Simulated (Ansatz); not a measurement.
Zr16O33: geometry relaxation (part 4 of 4)

The same run, continued: Zr16O33 (defect cell, 49 atoms in the cell); DFT, RPBE, plane waves, PAW, Ueff = 1 eV on Zr d, no spin polarisation (Ansatz 0.2.0); cutoff 420 eV, 2×2×2 k-mesh, Gaussian smearing of 0.01 eV. The structure derives from a Materials Project entry.

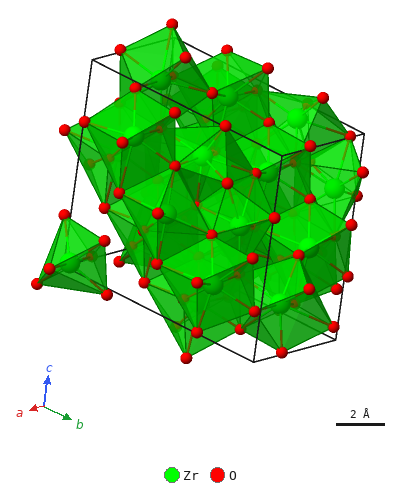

**Figure 1.** The geometry at step 8 of the log (polyhedral view of the cell of the calculation, seen slightly off an axis; polyhedra are completed across the faces of the cell).

**Trajectory as extended XYZ, continued**
```
49
Lattice="7.2420 0.0000 5.2824 0.0000 -7.2420 -5.2824 0.0000 7.2420 -5.2824" Properties=species:S:1:pos:R:3:forces:R:3 step=7 energy=-85895.01901
Zr    3.6210   -3.6210    0.0000    0.0000   0.0000   0.0000
Zr    3.5578    0.0000    0.0162    0.0078   0.0000   0.1216
Zr    3.6842    0.0000   -5.2663   -0.0078   0.0000   0.1216
Zr    3.6210    3.6210    0.0000    0.0000   0.0000   0.0000
Zr    0.0000    3.5578   -5.2986    0.0000   0.0078  -0.1216
Zr    0.0000    0.0000   -5.0132    0.0000   0.0000   0.0061
Zr    0.0000    0.0000   -0.2692    0.0000   0.0000  -0.0061
Zr    0.0000   -3.5578   -5.2986    0.0000  -0.0078  -0.1216
Zr    1.8776   -1.8776   -2.6412    0.0136  -0.0136   0.0000
Zr    1.8776    1.8776   -2.6412    0.0136   0.0136   0.0000
Zr    1.6913   -5.5507   -2.6412   -0.0817  -0.0817   0.0000
Zr    1.6913    5.5507   -2.6412   -0.0817   0.0817   0.0000
Zr    5.3644   -1.8776    2.6412   -0.0136  -0.0136   0.0000
Zr    5.5507    1.6913   -2.6412    0.0817  -0.0817   0.0000
Zr    5.3644    1.8776    2.6412   -0.0136   0.0136   0.0000
Zr    5.5507   -1.6913   -2.6412    0.0817   0.0817   0.0000
O     0.0000   -1.7053   -3.6258    0.0000  -0.0117   0.0510
O     0.0000    1.7053   -3.6258    0.0000   0.0117   0.0510
O     0.0000    2.1827   -9.0208    0.0000  -0.0039   0.0345
O     0.0000   -2.1827   -9.0208    0.0000   0.0039   0.0345
O     3.4991    5.4610   -3.6299    0.0599  -0.0171  -0.0060
O     3.7429    1.7810   -3.6299   -0.0599   0.0171  -0.0060
O     3.4991   -5.4610   -3.6299    0.0599   0.0171  -0.0060
O     3.7429   -1.7810   -3.6299   -0.0599  -0.0171  -0.0060
O     0.0000    5.3442   -6.3451    0.0000  -0.0042  -0.0093
O     0.0000   -5.3442   -6.3451    0.0000   0.0042  -0.0093
O     0.0000    1.6762   -6.2741    0.0000  -0.0664   0.0092
O     0.0000   -1.6762   -6.2741    0.0000   0.0664   0.0092
O     3.8625   -1.8363   -6.2576    0.0220   0.0026   0.0039
O     3.3795    1.8363   -0.9752   -0.0220  -0.0026   0.0039
O     3.8625    1.8363   -6.2576    0.0220  -0.0026   0.0039
O     3.3795   -1.8363   -0.9752   -0.0220   0.0026   0.0039
O     1.7810   -3.7429   -1.6525    0.0171   0.0599   0.0060
O     1.7053    0.0000   -1.6566    0.0117   0.0000  -0.0510
O     2.1827    0.0000   -6.8266   -0.0039   0.0000  -0.0345
O     1.7810    3.7429   -1.6525    0.0171  -0.0599   0.0060
O     5.4610    3.4991   -1.6525   -0.0171   0.0599   0.0060
O     5.0593    0.0000   -1.5441    0.0039   0.0000  -0.0345
O     5.5367    0.0000    3.6258   -0.0117   0.0000  -0.0510
O     5.4610   -3.4991   -1.6525   -0.0171  -0.0599   0.0060
O     1.8978    0.0000   -4.2197    0.0042   0.0000   0.0093
O     1.8363    3.3795   -4.3073   -0.0026  -0.0220  -0.0039
O     1.8363   -3.3795   -4.3073   -0.0026   0.0220  -0.0039
O     1.6762    0.0000    0.9917   -0.0664   0.0000  -0.0092
O     5.3442    0.0000    1.0627   -0.0042   0.0000   0.0093
O     5.4057   -3.3795    0.9752    0.0026   0.0220  -0.0039
O     5.4057    3.3795    0.9752    0.0026  -0.0220  -0.0039
O     5.5658    0.0000   -4.2908    0.0664   0.0000  -0.0092
O     0.0000    0.0000   -7.9237    0.0000   0.0000   0.0000
49
Lattice="7.2420 0.0000 5.2824 0.0000 -7.2420 -5.2824 0.0000 7.2420 -5.2824" Properties=species:S:1:pos:R:3:forces:R:3 step=8 energy=-85895.02877
Zr    3.6210   -3.6210    0.0000    0.0000   0.0000   0.0000
Zr    3.5527    0.0000    0.0334   -0.0010   0.0000  -0.0388
Zr    3.6893    0.0000   -5.2490    0.0010   0.0000  -0.0388
Zr    3.6210    3.6210    0.0000    0.0000   0.0000   0.0000
Zr    0.0000    3.5527   -5.3159    0.0000  -0.0010   0.0388
Zr    0.0000    0.0000   -4.9808    0.0000   0.0000   0.0392
Zr    0.0000    0.0000   -0.3016    0.0000   0.0000  -0.0392
Zr    0.0000   -3.5527   -5.3159    0.0000   0.0010   0.0388
Zr    1.8859   -1.8859   -2.6412   -0.0222   0.0222   0.0000
Zr    1.8859    1.8859   -2.6412   -0.0222  -0.0222   0.0000
Zr    1.6760   -5.5660   -2.6412    0.0404   0.0404   0.0000
Zr    1.6760    5.5660   -2.6412    0.0404  -0.0404   0.0000
Zr    5.3561   -1.8859    2.6412    0.0222   0.0222   0.0000
Zr    5.5660    1.6760   -2.6412   -0.0404   0.0404   0.0000
Zr    5.3561    1.8859    2.6412    0.0222  -0.0222   0.0000
Zr    5.5660   -1.6760   -2.6412   -0.0404  -0.0404   0.0000
O     0.0000   -1.6950   -3.6072    0.0000  -0.0016  -0.0456
O     0.0000    1.6950   -3.6072    0.0000   0.0016  -0.0456
O     0.0000    2.2031   -9.0175    0.0000  -0.0248   0.0040
O     0.0000   -2.2031   -9.0175    0.0000   0.0248   0.0040
O     3.4902    5.4569   -3.6241   -0.0272   0.0005   0.0172
O     3.7518    1.7851   -3.6241    0.0272  -0.0005   0.0172
O     3.4902   -5.4569   -3.6241   -0.0272  -0.0005   0.0172
O     3.7518   -1.7851   -3.6241    0.0272   0.0005   0.0172
O     0.0000    5.3355   -6.3497    0.0000  -0.0310   0.0262
O     0.0000   -5.3355   -6.3497    0.0000   0.0310   0.0262
O     0.0000    1.6578   -6.2680    0.0000   0.0324  -0.0225
O     0.0000   -1.6578   -6.2680    0.0000  -0.0324  -0.0225
O     3.8888   -1.8333   -6.2439    0.0017  -0.0033   0.0091
O     3.3532    1.8333   -0.9614   -0.0017   0.0033   0.0091
O     3.8888    1.8333   -6.2439    0.0017   0.0033   0.0091
O     3.3532   -1.8333   -0.9614   -0.0017  -0.0033   0.0091
O     1.7851   -3.7518   -1.6583   -0.0005  -0.0272  -0.0172
O     1.6950    0.0000   -1.6752    0.0016   0.0000   0.0456
O     2.2031    0.0000   -6.8298   -0.0248   0.0000  -0.0040
O     1.7851    3.7518   -1.6583   -0.0005   0.0272  -0.0172
O     5.4569    3.4902   -1.6583    0.0005  -0.0272  -0.0172
O     5.0389    0.0000   -1.5474    0.0248   0.0000  -0.0040
O     5.5470    0.0000    3.6072   -0.0016   0.0000   0.0456
O     5.4569   -3.4902   -1.6583    0.0005   0.0272  -0.0172
O     1.9065    0.0000   -4.2151    0.0310   0.0000  -0.0262
O     1.8333    3.3532   -4.3210    0.0033  -0.0017  -0.0091
O     1.8333   -3.3532   -4.3210    0.0033   0.0017  -0.0091
O     1.6578    0.0000    0.9856    0.0324   0.0000   0.0225
O     5.3355    0.0000    1.0673   -0.0310   0.0000  -0.0262
O     5.4087   -3.3532    0.9614   -0.0033   0.0017  -0.0091
O     5.4087    3.3532    0.9614   -0.0033  -0.0017  -0.0091
O     5.5842    0.0000   -4.2969   -0.0324   0.0000   0.0225
O     0.0000    0.0000   -7.9237    0.0000   0.0000   0.0000
49
Lattice="7.2420 0.0000 5.2824 0.0000 -7.2420 -5.2824 0.0000 7.2420 -5.2824" Properties=species:S:1:pos:R:3:forces:R:3 step=9 energy=-85895.03082
Zr    3.6210   -3.6210    0.0000    0.0000   0.0000   0.0000
Zr    3.5524    0.0000    0.0295    0.0016   0.0000   0.0043
Zr    3.6896    0.0000   -5.2529   -0.0016   0.0000   0.0043
Zr    3.6210    3.6210    0.0000    0.0000   0.0000   0.0000
Zr    0.0000    3.5524   -5.3120    0.0000   0.0016  -0.0043
Zr    0.0000    0.0000   -4.9868    0.0000   0.0000   0.0003
Zr    0.0000    0.0000   -0.2956    0.0000   0.0000  -0.0003
Zr    0.0000   -3.5524   -5.3120    0.0000  -0.0016  -0.0043
Zr    1.8834   -1.8834   -2.6412    0.0005  -0.0005   0.0000
Zr    1.8834    1.8834   -2.6412    0.0005   0.0005   0.0000
Zr    1.6789   -5.5631   -2.6412   -0.0031  -0.0031   0.0000
Zr    1.6789    5.5631   -2.6412   -0.0031   0.0031   0.0000
Zr    5.3586   -1.8834    2.6412   -0.0005  -0.0005   0.0000
Zr    5.5631    1.6789   -2.6412    0.0031  -0.0031   0.0000
Zr    5.3586    1.8834    2.6412   -0.0005   0.0005   0.0000
Zr    5.5631   -1.6789   -2.6412    0.0031   0.0031   0.0000
O     0.0000   -1.6947   -3.6141    0.0000  -0.0036   0.0050
O     0.0000    1.6947   -3.6141    0.0000   0.0036   0.0050
O     0.0000    2.1973   -9.0189    0.0000   0.0024  -0.0034
O     0.0000   -2.1973   -9.0189    0.0000  -0.0024  -0.0034
O     3.4914    5.4548   -3.6215    0.0073  -0.0012  -0.0035
O     3.7506    1.7872   -3.6215   -0.0073   0.0012  -0.0035
O     3.4914   -5.4548   -3.6215    0.0073   0.0012  -0.0035
O     3.7506   -1.7872   -3.6215   -0.0073  -0.0012  -0.0035
O     0.0000    5.3342   -6.3482    0.0000   0.0121  -0.0045
O     0.0000   -5.3342   -6.3482    0.0000  -0.0121  -0.0045
O     0.0000    1.6628   -6.2718    0.0000  -0.0083   0.0023
O     0.0000   -1.6628   -6.2718    0.0000   0.0083   0.0023
O     3.8871   -1.8331   -6.2433    0.0037   0.0047  -0.0034
O     3.3549    1.8331   -0.9608   -0.0037  -0.0047  -0.0034
O     3.8871    1.8331   -6.2433    0.0037  -0.0047  -0.0034
O     3.3549   -1.8331   -0.9608   -0.0037   0.0047  -0.0034
O     1.7872   -3.7506   -1.6610    0.0012   0.0073   0.0035
O     1.6947    0.0000   -1.6683    0.0036   0.0000  -0.0050
O     2.1973    0.0000   -6.8284    0.0024   0.0000   0.0034
O     1.7872    3.7506   -1.6610    0.0012  -0.0073   0.0035
O     5.4548    3.4914   -1.6610   -0.0012   0.0073   0.0035
O     5.0447    0.0000   -1.5460   -0.0024   0.0000   0.0034
O     5.5473    0.0000    3.6141   -0.0036   0.0000  -0.0050
O     5.4548   -3.4914   -1.6610   -0.0012  -0.0073   0.0035
O     1.9078    0.0000   -4.2167   -0.0121   0.0000   0.0045
O     1.8331    3.3549   -4.3216   -0.0047  -0.0037   0.0034
O     1.8331   -3.3549   -4.3216   -0.0047   0.0037   0.0034
O     1.6628    0.0000    0.9894   -0.0083   0.0000  -0.0023
O     5.3342    0.0000    1.0658    0.0121   0.0000   0.0045
O     5.4089   -3.3549    0.9608    0.0047   0.0037   0.0034
O     5.4089    3.3549    0.9608    0.0047  -0.0037   0.0034
O     5.5792    0.0000   -4.2930    0.0083   0.0000  -0.0023
O     0.0000    0.0000   -7.9237    0.0000   0.0000   0.0000
```

The run was set up as follows.

**The input**
```yaml
crystal:
  lattice:
    - [7.2420009745, 0.0, 5.2824377893]
    - [0.0, -7.2420009745, -5.2824377893]
    - [0.0, 7.2420009745, -5.2824377893]
  atoms:
    - { symbol: Zr, position: [0.5, 0.5, 0.0] }
    - { symbol: Zr, position: [0.5, 0.25, 0.25] }
    - { symbol: Zr, position: [0.5, 0.75, 0.75] }
    - { symbol: Zr, position: [0.5, 0.0, 0.5] }
    - { symbol: Zr, position: [0.0, 0.25, 0.75] }
    - { symbol: Zr, position: [0.0, 0.5, 0.5] }
    - { symbol: Zr, position: [0.0, 0.0, 0.0] }
    - { symbol: Zr, position: [0.0, 0.75, 0.25] }
    - { symbol: Zr, position: [0.25, 0.5, 0.25] }
    - { symbol: Zr, position: [0.25, 0.25, 0.5] }
    - { symbol: Zr, position: [0.25, 0.75, 0.0] }
    - { symbol: Zr, position: [0.25, 0.0, 0.75] }
    - { symbol: Zr, position: [0.75, 0.25, 0.0] }
    - { symbol: Zr, position: [0.75, 0.5, 0.75] }
    - { symbol: Zr, position: [0.75, 0.0, 0.25] }
    - { symbol: Zr, position: [0.75, 0.75, 0.5] }
    - { symbol: O, position: [0.0, 0.471405309, 0.221405309] }
    - { symbol: O, position: [0.0, 0.221405309, 0.471405309] }
    - { symbol: O, position: [0.0, 0.721405309, 0.971405309] }
    - { symbol: O, position: [0.0, 0.971405309, 0.721405309] }
    - { symbol: O, position: [0.5, 0.221405309, 0.971405309] }
    - { symbol: O, position: [0.5, 0.471405309, 0.721405309] }
    - { symbol: O, position: [0.5, 0.971405309, 0.221405309] }
    - { symbol: O, position: [0.5, 0.721405309, 0.471405309] }
    - { symbol: O, position: [0.0, 0.221405309, 0.971405309] }
    - { symbol: O, position: [0.0, 0.971405309, 0.221405309] }
    - { symbol: O, position: [0.0, 0.471405309, 0.721405309] }
    - { symbol: O, position: [0.0, 0.721405309, 0.471405309] }
    - { symbol: O, position: [0.5, 0.971405309, 0.721405309] }
    - { symbol: O, position: [0.5, 0.221405309, 0.471405309] }
    - { symbol: O, position: [0.5, 0.721405309, 0.971405309] }
    - { symbol: O, position: [0.5, 0.471405309, 0.221405309] }
    - { symbol: O, position: [0.25, 0.528594691, 0.028594691] }
    - { symbol: O, position: [0.25, 0.278594691, 0.278594691] }
    - { symbol: O, position: [0.25, 0.778594691, 0.778594691] }
    - { symbol: O, position: [0.25, 0.028594691, 0.528594691] }
    - { symbol: O, position: [0.75, 0.278594691, 0.778594691] }
    - { symbol: O, position: [0.75, 0.528594691, 0.528594691] }
    - { symbol: O, position: [0.75, 0.028594691, 0.028594691] }
    - { symbol: O, position: [0.75, 0.778594691, 0.278594691] }
    - { symbol: O, position: [0.25, 0.528594691, 0.528594691] }
    - { symbol: O, position: [0.25, 0.278594691, 0.778594691] }
    - { symbol: O, position: [0.25, 0.778594691, 0.278594691] }
    - { symbol: O, position: [0.25, 0.028594691, 0.028594691] }
    - { symbol: O, position: [0.75, 0.278594691, 0.278594691] }
    - { symbol: O, position: [0.75, 0.528594691, 0.028594691] }
    - { symbol: O, position: [0.75, 0.028594691, 0.528594691] }
    - { symbol: O, position: [0.75, 0.778594691, 0.778594691] }
    - { symbol: O, position: [0.0, 0.75, 0.75] }
  host:
    lattice:
      - [3.6210004873, 0.0, 0.0]
      - [0.0, 3.6210004873, 0.0]
      - [0.0, 0.0, 5.2824377893]
    atoms:
      - { symbol: Zr, position: [0.0, 0.0, 0.0] }
      - { symbol: Zr, position: [0.5, 0.5, 0.5] }
      - { symbol: O, position: [0.0, 0.5, 0.3071893821] }
      - { symbol: O, position: [0.0, 0.5, 0.8071893821] }
      - { symbol: O, position: [0.5, 0.0, 0.6928106179] }
      - { symbol: O, position: [0.5, 0.0, 0.1928106179] }
basis:
  xc_grid: 2
kpoints:
  mp_grid: { grid: [2, 2, 2], shift: [0.5, 0.5, 0.5] }
hamiltonian:
  xc: rpbe
  hubbard: { sites: [{ species: Zr, l: d, u_eff: 1.0 }], double_counting: fll }
scf:
  occupations: { method: gaussian, width: 0.01 }
output:
  forces: true
  eigenvalues: true
relax:
  adjacent_minimum: "off"
  f_tol: 0.025
  max_steps: 45
```

Launched with:
```bash
ansatz run input.yaml --threads 4 --pin off --max-ram 6144MiB --backend cpu --events-out ev --progress --plain --runs-dir out
```

**Summary**

- outcome: converged
- electrons treated: 390
- free energy: −85895.0308 eV
- Fermi energy: 11.128 eV
- gap on the k-point mesh: 0.01 eV
- final volume: 554.09 Å³
- largest force (length of the vector) at the end: 0.013 eV/Å
- hardware: 4 threads of INTEL XEON PLATINUM @ 2.10GHz (Emerald Rapids), 24 GiB of memory available, shared host
- wall time: 2.5 min (CPU time 9.7 min)
- peak memory: 2.3 GiB

**Notes**

Settings chosen away from the usual ones: hamiltonian.xc set to rpbe (from pbe); hamiltonian.hubbard set to {"sites": [{"species": "Zr", "l": "d", "u_eff": 1.0}], "double_counting": "fll"}; basis.ecutwfc removed.
